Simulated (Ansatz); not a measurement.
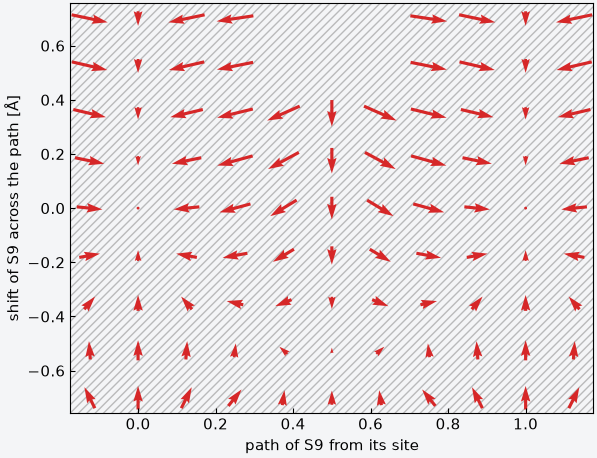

WS₂ (R3m phase) with one S vacancy (11 atoms in the cell, cell charge +2). An atom moved over a plane that holds its own site and a neighbouring vacancy (x along [0 −1 0], y along [2 1 0], z along [0 0 1] of the conventional cell). Coordinates scanned: (1) path of S9 from its site (0) to the vacancy (1), 3.100 Å; (2) shift of S9 across the path, along the Cartesian direction [1 2 0]. Nothing is relaxed (all other atoms held at the sites of the perfect crystal). The grid has 11 × 9 points; 41 points were computed and 52 follow by symmetry. At 6 points there is no value (left out of the scan, as a rule where atoms come close). Points are written as (first, second). The cell is charged on a uniform background, without a charge correction. Computed with Ansatz 0.2.0, DFT LDA+D3(BJ), scalar-relativistic, plane waves, PAW. Settings: cutoff 420 eV, k-mesh 6×6×6, gaussian smearing 0.05 eV, no spin polarisation.

The picture shows arrows along the force (downhill), their lengths compressed, hatched blanks where no value was computed.

### The arrows alone are given. Where are the wells?

The arrows converge at (0.000, 0.000 Å) [nearest 3 W at 2.38 Å]; (1.000, 0.000 Å) [nearest 3 W at 2.38 Å] (read from the interpolated surface).

The energy map of the same scan:

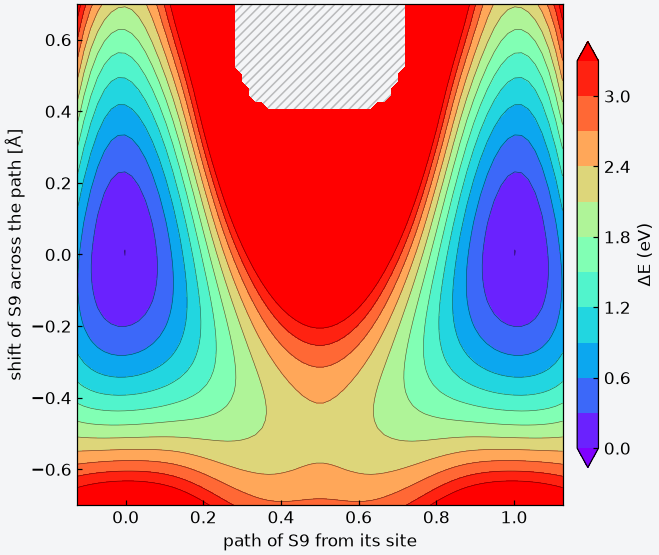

Energies are in eV, from the lowest grid point; between grid points the surface is interpolated.

PAW datasets: the set soft_1.
